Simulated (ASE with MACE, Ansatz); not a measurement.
# A vacancy of Ru at several sites of (20-21) twin boundary in hcp Co with 12 % Ru, 8 of 10 solute atoms at the boundaries (80 atoms), part 2 of 4

At which site of (20-21) twin boundary in hcp Co with 12 % Ru, 8 of 10 solute atoms at the boundaries (80 atoms) does a vacancy of Ru cost least, and what about the site decides it?

Ansatz 0.2.0; Kohn-Sham DFT, PBE, PAW (set soft_2), plane waves.

The cell: 70 Co and 10 Ru. The cell is under 6 Å thick along one periodic direction.

So far. Step 2 (Single point at the start): The r.m.s. force at the start is 0.17 eV/Å. Step 3 (Relaxation): The relaxation converged after 10 steps, 0.892 eV below its start, with a largest force component of 0.036 eV/Å.

## Step 4: Single point at the relaxed geometry

One more single point at the end of the walk gives the fuller output and checks the residual forces.

input.yaml

```yaml
crystal:
  lattice:
    - [8.52022, 0.0, 0.0]
    - [-0.74232, 4.97472, 0.0]
    - [0.0, 0.0, 21.15943]
  atoms:
    - { symbol: Co, position: [0.51423, 0.44036, 0.00642], spin: 1.7 }
    - { symbol: Co, position: [0.77703, 0.26306, 0.00406], spin: 1.7 }
    - { symbol: Co, position: [0.01952, 0.31839, 0.06303], spin: 1.7 }
    - { symbol: Ru, position: [0.27861, 0.13316, 0.05684] }
    - { symbol: Co, position: [0.56683, 0.20796, 0.10559], spin: 1.7 }
    - { symbol: Co, position: [0.81357, 0.51606, 0.1127], spin: 1.7 }
    [... 68 atom lines left out ...]
    - { symbol: Co, position: [0.8101, 0.51459, 0.60813], spin: 1.7 }
    - { symbol: Co, position: [0.0557, 0.82968, 0.60208], spin: 1.7 }
    - { symbol: Co, position: [0.33321, 0.90199, 0.55786], spin: 1.7 }
    - { symbol: Ru, position: [0.59379, 0.71043, 0.55967] }
    - { symbol: Co, position: [0.85347, 0.78167, 0.50174], spin: 1.7 }
    - { symbol: Ru, position: [0.10908, 0.5878, 0.50303] }
magnetization:
  spin_polarized: true
kpoints:
  mp_grid: { grid: [2, 3, 1] }
hamiltonian:
  xc: pbe
scf:
  occupations: { method: fermi_dirac, width: 0.1 }
  lower_state_search: "off"
output:
  forces: true
  stress: true
  populations: true
  dos:
    method: { smearing: { sigma: 0.08 } }
    de: 0.1
    projected:
      site_lists:
        Co: [Co]
        Ru: [Ru]
        lower_grain: [0, 1, 2, 3, 4, 5, 6, 7, 8, 9, 10, 11, 12, 13, 14, 15, 16, 17, 18, 19, 40, 41, 42, 43, 44, 45, 46, 47, 48, 49, 50, 51, 52, 53, 54, 55, 56, 57, 58, 59]
        upper_grain: [20, 21, 22, 23, 24, 25, 26, 27, 28, 29, 30, 31, 32, 33, 34, 35, 36, 37, 38, 39, 60, 61, 62, 63, 64, 65, 66, 67, 68, 69, 70, 71, 72, 73, 74, 75, 76, 77, 78, 79]
  eigenvalues: true
  write_density: true
  write_potential: true
  volumetric_format: npy
```

Command:

```bash
$ ansatz run input.yaml --threads 6 --pin off --max-ram 102400MiB --backend cuda --events-out ev --progress --plain --runs-dir out
```

Numbers of over 12 decimals in the logs are rounded to 6 here.

The log of the run:

```text
[...]
GPU FFT provider: cuFFT
GPU libraries: cuBLAS 13.8.2, cuFFT 12.4.0, cuSOLVER 12.3.4
Crystal: 80 atoms, lattice volume = 896.857 Å³
Basis set: ecut = 420 eV, 17613 PW (Γ), exchange–correlation on 120×72×288 points (8 copies of the dense FFT grid, shifted against one another)
Bands: 882, of which v1, the nominal top of the filled ones, is band 675 counted from 1 (674 counted from 0)
Symmetry: 1 space group operations
[...]
k-points: 4 of 6 (time reversal used)
[...]
Starting moments: Σ|m| = 119 μB on 70 of 80 sites
[...]
GPU buffer pool allocated for 311040 grid points (all kernels)
[...]
SCF iter   1: F=—  HF=-417660.266714 eV  |F-HF|=—  |Δ(HF+E_count)|=         —  Δρ=1.15e-1 (↑9.10e-2 ↓1.15e-1)  dr2=1.07e3  dr2_m=1.48e1  M=79.828 μB ∫|m|=86.724 μB  β_m=0.30  ethr=3.10e-3  ⟨swp⟩=4.0  Hψ=20711  notcnv=0  defer=556
[...]
SCF iter   7: F=—  HF=-417610.254132 eV  |F-HF|=—  |Δ(HF+E_count)|=   2.64e-1  Δρ=1.68e-2 (↑1.39e-2 ↓1.68e-2)  dr2=7.24e0  dr2_m=8.72e-1  M=102.662 μB ∫|m|=110.490 μB  β_m=0.30  ethr=1.86e-4  ⟨swp⟩=2.0  Hψ=11840  notcnv=0  defer=860
[...]
spin-set hold released at iteration 7 (site moments contracting): the magnetisation degrees of freedom join the quasi-Newton model from the next iteration; the mixer history was flushed
SCF iter   8: F=—  HF=-417610.826845 eV  |F-HF|=—  |Δ(HF+E_count)|=   5.73e-1  Δρ=3.55e-2 (↑1.47e-2 ↓3.55e-2)  dr2=2.28e1  dr2_m=1.81e0  M=103.942 μB ∫|m|=112.014 μB  β_m=0.14  ethr=1.86e-4  ⟨swp⟩=2.1  Hψ=13340  notcnv=0  defer=866  recentre
[...]
SCF iter  41: F=-417610.473264 eV  HF=-417610.473264 eV  |F-HF|=2.67e-8  |Δ(HF+E_count)|=   7.92e-9  Δρ=1.66e-6 (↑1.11e-6 ↓1.66e-6)  dr2=3.09e-8  dr2_m=9.48e-9  M=107.994 μB ∫|m|=117.982 μB  ethr=7.41e-12  ⟨swp⟩=5.0  Hψ=34047  notcnv=0
SCF 1 converged in 41 iterations: F = -417610.473264 eV  dr2 = 3.09e-8
[...]
SCF converged after 41 iterations
Magnetization: 107.9936 μB (728.9968 up, 621.0032 down)
Absolute magnetization: 118.0081 μB (∫|ρ↑−ρ↓|, with the PAW one-centre terms)
[...]
Per-site moments (μB) at R_I (Å): [(1.280638, 1.018442), (1.699332, 0.987703), (1.639477, 0.935951), (0.485791, 1.020946), (1.590541, 1.000438), [...]
Free energy (F): -417610.473264 eV
[...]
Internal energy: -417607.392811 eV  (E = F + TS)
E sigma→0 (E₀):  -417608.933038 eV
Entropy (-TS):   -3.080453 eV (-38.506 meV/atom)
Fermi energy:    19.400463 eV
[...]
--- Forces (eV/Å), atoms counted from 1 ---
  atom   1  Co     0.00297743     0.00760276     0.00060697
  atom   2  Co     0.00379013    -0.00361478     0.00288647
  atom   3  Co    -0.00678411     0.00743666    -0.00141536
  atom   4  Ru     0.00616648    -0.00602646    -0.00420081
  atom   5  Co    -0.00005209     0.00148641     0.00032124
  atom   6  Co     0.00353341    -0.00235668    -0.00213499
  atom   7  Co    -0.00450206    -0.00395827    -0.00214216
  atom   8  Co     0.00276926     0.00684574     0.00944961
  atom   9  Co    -0.00025113    -0.00097109     0.00110853
  atom  10  Co    -0.00178247    -0.00067205    -0.00259792
  atom  11  Co    -0.00115902     0.00107759    -0.00209369
  atom  12  Co     0.00000309     0.00514456     0.00435738
  atom  13  Co    -0.00459964    -0.00063863    -0.00194985
  atom  14  Co     0.00093104     0.00141960    -0.00136076
[...]
atom  79  Co     0.01490631     0.00024294    -0.00750616
  atom  80  Ru     0.00342862     0.00132547    -0.00223704
  max |Σ_I F_I| component: 1.82e-6 eV/Å
--- Stress (GPa, compression-positive) ---
        1.325629      -0.465155      -0.564324
       -0.465155       3.872638      -0.103525
       -0.564324      -0.103525       3.648601
  P = ⅓ Tr σ = 2.9490 GPa (29.490 kbar)
--- Band table (eV; the first three rows and the last of 8) ---
[...]
--- Löwdin populations: 80 sites ---
  site symbol       q [e]    m [muB]
     0     Co     16.7065     1.2561
     1     Co     16.6673     1.6712
     2     Co     16.7547     1.6372
[...]
79     Ru     16.2639     0.2155
  spilling = 0.011607 (of n_electrons = 1350.000000)
```

The job ended after 24 s (1 × NVIDIA H100 80GB HBM3 with 6 threads of AMD EPYC 7R13 (Zen 3), shared host; peak memory 2.3 GiB).

That memory is the host's; the program planned 26.3 GiB on the GPU.

The run gave:

```
free energy                             : -417610.4733 eV
free energy per atom                    : -5220.1309 eV/atom
SCF cycles                              : 41
pressure                                : 2.949 GPa
r.m.s. force component                  : 0.00576 eV/Å
longest force                           : 0.03852 eV/Å
Fermi energy                            : 19.4 eV
levels partly filled by over 2 per cent : 292
total moment                            : 108 μB
absolute moment                         : 118 μB
spilling of the projection              : 0.01161
```

## Step 5: Vacancy of Ru, site Ru60

The site has 10 bonded neighbours (Co9Ru) at 2.51 Å on average, in the lower grain. The change is made in the relaxed cell and the atoms are relaxed again, with spin allowed.

input.yaml

```yaml
crystal:
  lattice:
    - [8.52022, 0.0, 0.0]
    - [-0.74232, 4.97472, 0.0]
    - [0.0, 0.0, 21.15943]
  atoms:
    [... atom lines 1 to 56 left out ...]
    - { symbol: Co, position: [0.77008, 0.00692, 0.39841], spin: 1.7 }
    - { symbol: Co, position: [0.02273, 0.82128, 0.40482], spin: 1.7 }
    - { symbol: Co, position: [0.30613, 0.8939, 0.4409], spin: 1.7 }
    - { symbol: Co, position: [0.0764, 0.83663, 0.95775], spin: 1.7 }
    - { symbol: Co, position: [0.31443, 0.63983, 0.94276], spin: 1.7 }
    - { symbol: Ru, position: [0.60075, 0.71194, 0.9078] }
    - { symbol: Co, position: [0.86452, 0.52734, 0.90215], spin: 1.7 }
    [... atom lines 64 to 79 left out ...]
magnetization:
  spin_polarized: true
kpoints:
  mp_grid: { grid: [2, 3, 1] }
hamiltonian:
  xc: pbe
scf:
  occupations: { method: fermi_dirac, width: 0.1 }
  lower_state_search: "off"
output:
  forces: true
  eigenvalues: true
relax:
  f_tol: 0.05
  max_steps: 90
```

The log of the run:

```text
[...]
GPU FFT provider: cuFFT
GPU libraries: cuBLAS 13.8.2, cuFFT 12.4.0, cuSOLVER 12.3.4
Crystal: 79 atoms, lattice volume = 896.857 Å³
Basis set: ecut = 420 eV, 17613 PW (Γ), exchange–correlation on 120×72×288 points (8 copies of the dense FFT grid, shifted against one another)
Bands: 872, of which v1, the nominal top of the filled ones, is band 667 counted from 1 (666 counted from 0)
Symmetry: 1 space group operations
[...]
k-points: 4 of 6 (time reversal used)
[...]
Starting moments: Σ|m| = 119 μB on 70 of 79 sites
[...]
GPU buffer pool allocated for 311040 grid points (all kernels)
[...]
SCF iter   1: F=—  HF=-411777.934278 eV  |F-HF|=—  |Δ(HF+E_count)|=         —  Δρ=1.12e-1 (↑8.99e-2 ↓1.12e-1)  dr2=1.05e3  dr2_m=1.39e1  M=81.520 μB ∫|m|=88.625 μB  β_m=0.30  ethr=3.10e-3  ⟨swp⟩=4.0  Hψ=20448  notcnv=0  defer=588
[...]
SCF iter   3: F=—  HF=-411732.755200 eV  |F-HF|=—  |Δ(HF+E_count)|=    3.10e0  Δρ=7.67e-2 (↑3.18e-2 ↓7.67e-2)  dr2=1.66e2  dr2_m=6.36e0  M=100.443 μB ∫|m|=105.559 μB  β_m=0.30  ethr=3.10e-3  ⟨swp⟩=2.2  Hψ=10359  notcnv=0  defer=860
[...]
SCF iter   8: F=—  HF=-411730.414249 eV  |F-HF|=—  |Δ(HF+E_count)|=   8.93e-2  Δρ=1.15e-2 (↑1.13e-2 ↓1.15e-2)  dr2=2.76e0  dr2_m=6.66e-1  M=104.976 μB ∫|m|=113.023 μB  β_m=0.30  ethr=8.25e-4  ⟨swp⟩=2.0  Hψ=7004  notcnv=0  defer=850
[...]
SCF iter  10: F=—  HF=-411730.598724 eV  |F-HF|=—  |Δ(HF+E_count)|=   4.48e-2  Δρ=1.89e-2 (↑1.00e-2 ↓1.89e-2)  dr2=5.62e0  dr2_m=8.15e-1  M=106.675 μB ∫|m|=115.117 μB  β_m=0.09  ethr=2.07e-4  ⟨swp⟩=2.0  Hψ=12495  notcnv=0  defer=850
[...]
SCF iter  28: F=—  HF=-411730.597931 eV  |F-HF|=—  |Δ(HF+E_count)|=   6.44e-6  Δρ=7.54e-5 (↑4.26e-5 ↓7.54e-5)  dr2=8.49e-5  dr2_m=1.14e-5  M=110.662 μB ∫|m|=120.579 μB  β_m=0.29  ethr=1.41e-8  ⟨swp⟩=1.0  Hψ=6122  notcnv=0  defer=853
SCF iter  29: F=-411730.597887 eV  HF=-411730.597930 eV  |F-HF|=4.29e-5  |Δ(HF+E_count)|=   9.37e-7  Δρ=5.76e-5 (↑3.11e-5 ↓5.76e-5)  dr2=5.32e-5  dr2_m=5.99e-6  M=110.663 μB ∫|m|=120.580 μB  ethr=4.69e-9  ⟨swp⟩=8.9  Hψ=27190  notcnv=0
SCF 1 converged in 29 iterations: F = -411730.597887 eV  dr2 = 5.32e-5
[...]
relax step   1: F+E_penalty+E_count = -411730.59788705 eV  Δ(F+E_penalty+E_count) = +0.000e0 eV  max|allowed force component| = 1.858e0 eV/Å  Δτ_max = 0.0000 Å  (29 SCF iters, dr2 threshold 6.25e-5 eV, accepted)
[... from here on, the SCF cycles and remarks between the steps are left out ...]
relax step   2: F+E_penalty+E_count = -411730.93770569 eV  Δ(F+E_penalty+E_count) = -3.398e-1 eV  max|allowed force component| = 1.319e0 eV/Å  Δτ_max = 0.1478 Å  (16 SCF iters, dr2 threshold 1.00e-4 eV, accepted)
relax step   3: F+E_penalty+E_count = -411731.25236079 eV  Δ(F+E_penalty+E_count) = -3.147e-1 eV  max|allowed force component| = 9.082e-1 eV/Å  Δτ_max = 0.2000 Å  (16 SCF iters, dr2 threshold 1.00e-4 eV, accepted)
relax step   4: F+E_penalty+E_count = -411731.46727211 eV  Δ(F+E_penalty+E_count) = -2.149e-1 eV  max|allowed force component| = 6.195e-1 eV/Å  Δτ_max = 0.2000 Å  (14 SCF iters, dr2 threshold 1.00e-4 eV, accepted)
relax step   5: F+E_penalty+E_count = -411731.60106903 eV  Δ(F+E_penalty+E_count) = -1.338e-1 eV  max|allowed force component| = 3.818e-1 eV/Å  Δτ_max = 0.1948 Å  (15 SCF iters, dr2 threshold 1.00e-4 eV, accepted)
relax step   6: F+E_penalty+E_count = -411731.66583568 eV  Δ(F+E_penalty+E_count) = -6.477e-2 eV  max|allowed force component| = 1.933e-1 eV/Å  Δτ_max = 0.2000 Å  (14 SCF iters, dr2 threshold 5.53e-5 eV, accepted)
relax step   7: F+E_penalty+E_count = -411731.69361617 eV  Δ(F+E_penalty+E_count) = -2.778e-2 eV  max|allowed force component| = 6.318e-2 eV/Å  Δτ_max = 0.2000 Å  (19 SCF iters, dr2 threshold 9.58e-6 eV, accepted)
relax step   8: F+E_penalty+E_count = -411731.69850336 eV  Δ(F+E_penalty+E_count) = -4.887e-3 eV  max|allowed force component| = 9.435e-2 eV/Å  Δτ_max = 0.1428 Å  (22 SCF iters, accepted)
relax step   9: F+E_penalty+E_count = -411731.70021340 eV  Δ(F+E_penalty+E_count) = -1.710e-3 eV  max|allowed force component| = 3.157e-2 eV/Å  Δτ_max = 0.0169 Å  (21 SCF iters, accepted)
SCF converged after 21 iterations
Magnetization: 112.4513 μB (723.2256 up, 610.7744 down)
Absolute magnetization: 122.6655 μB (∫|ρ↑−ρ↓|, with the PAW one-centre terms)
[...]
Per-site moments (μB) at R_I (Å): [(1.279742, 1.025113), (1.717084, 0.996552), (1.640320, 0.938926), (0.482499, 1.021827), (1.601327, 1.001828), [...]
Free energy (F): -411731.700213 eV
[...]
Internal energy: -411728.682324 eV  (E = F + TS)
E sigma→0 (E₀):  -411730.191269 eV
Entropy (-TS):   -3.017890 eV (-38.201 meV/atom)
Fermi energy:    18.976860 eV
[...]
Σ components = -411731.700213   (vs F -411731.700213, Δ=0.00e0)
--- Forces (eV/Å), atoms counted from 1 ---
  atom   1  Co     0.00172618    -0.00067519     0.00116182
  atom   2  Co     0.00273150     0.00016882    -0.00016280
  atom   3  Co    -0.00163405     0.00124086     0.00375862
  atom   4  Ru    -0.00386132     0.00227008     0.00314115
[...]
atom  79  Ru     0.00033634     0.00651014    -0.01797823
  max |Σ_I F_I| component: 2.70e-5 eV/Å
--- Band table (eV; the first three rows and the last of 8) ---
[...]
--- Relaxed structure (9 steps of the walk, 9 accepted, 0 SCFs on fresh bases) ---
  F+E_penalty+E_count = -411731.70021340 eV   max|allowed force component| = 3.157e-2 eV/Å
  atoms:
    - { symbol: Co, position: [0.514189, 0.440235, 0.00674208] }
    - { symbol: Co, position: [0.777446, 0.262609, 0.0048536] }
    - { symbol: Co, position: [0.022695, 0.319443, 0.063972] }
    - { symbol: Ru, position: [0.281844, 0.133877, 0.058718] }
[...]
- { symbol: Ru, position: [0.113372, 0.588201, 0.504111] }
```

Elapsed: 97 s, on 1 × NVIDIA H100 80GB HBM3 with 6 threads; peak memory 2.4 GiB; 4.5 min of CPU time.

That memory is the host's; the program planned 26.4 GiB on the GPU.

The relaxation converged after 9 steps, 1.10 eV below its start, with a largest force component of 0.032 eV/Å.

The surroundings of the place of the removed atom, after relaxation: 10 atoms, nearest first, with positions taken from that point. Atoms keep their numbers of the cell before the removal, where the removed atom was number 60.

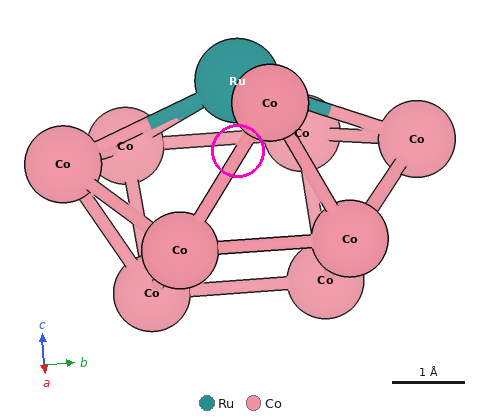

The atoms of the table, within 2.8 Å (arrows a, b, c point along x, y, z); some may hide others. A ring marks the centre wherever it is empty.

```
atom      x      y      z  distance (Å)  bonds  moment (μB)
Ru78   0.09   0.02   1.01          1.01      9         1.04
Co59  -2.13   0.95  -0.15          2.34     11         1.58
Co19  -1.77  -1.54  -0.15          2.35     11         1.62
Co56  -0.65   1.15  -2.01          2.40     11         1.71
Co16  -0.29  -1.29  -2.01          2.40     11         1.72
Co57   1.62   1.47  -1.05          2.42     11         1.69
Co17   1.99  -0.92  -1.04          2.42     11         1.71
Co20   0.44  -2.47  -0.01          2.51     10         1.66
Co20  -0.31   2.51  -0.01          2.53     10         1.66
Co79   2.54   0.41   1.08          2.79     11         1.51
```

The column of bonds counts only the pairs Co-Co within 2.93 Å, Co-Ru within 2.93 Å, Ru-Ru within 2.93 Å; other neighbours, such as metal atoms beside each other in a compound, aren't counted, and periodic images can show an atom twice.

The largest move is 1.28 Å, by Ru78.

## Step 6: Vacancy of Ru, site Ru31

The site has 12 bonded neighbours (Co11Ru) at 2.53 Å on average, in the upper grain. 

Input and log are left out; they have the form of those shown for this kind of step.

The job ended after 44 s (1 × NVIDIA H100 80GB HBM3 with 6 threads of AMD EPYC 7R13 (Zen 3), shared host; peak memory 2.4 GiB).

That memory is the host's; the program planned 26.4 GiB on the GPU.

The relaxation converged after 5 steps, 0.273 eV below its start, with a largest force component of 0.041 eV/Å.

(Part 2 of 4 ends here.)

[Logs are printed without paths, hosts, clocks, repeated set-up lines and the standing remarks that a program may print on its own settings, such as how far it seeks lower states.]

[Hosts, paths, dates, database ids (printed as entryN), source tags and the programs' standing remarks are cut or masked in the printed files.]
